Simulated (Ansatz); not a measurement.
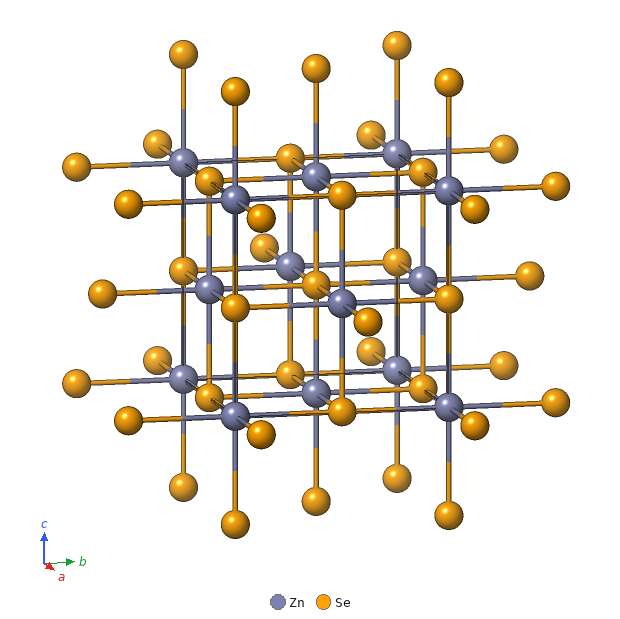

Ball-and-stick drawing of the structure, looking slightly off an axis. The frame is the conventional unit cell; atoms at its boundary are shown with their periodic copies. Some atoms of the next cells are drawn as well.

ZnSe, space group Fm-3m (No. 225), a = 5.32 Å, b = 5.32 Å, c = 5.32 Å, α = 90.00°, β = 90.00°, γ = 90.00°.

Computational set-up: Ansatz, DFT, r2SCAN, plane waves, PAW, a basis cut at 500 eV, k-points about 0.26 Å⁻¹ apart, Fermi-Dirac smearing of 0.02 eV, no spin polarisation.

What does the calculation say: metal or gapped?

Answer. A metal: bands cross the Fermi level.

Under what pressure is the structure?

Answer. The computed pressure is 0.0 GPa, close to zero.

Its origin is a structure type filled with these elements by a generator (whether the compound takes this form wasn't checked). Earlier steps of the study, as a rule a relaxation of our own, may have changed the cell and positions, so they can lie some per cent off the listed ones. A calculation with Ansatz used it as input.
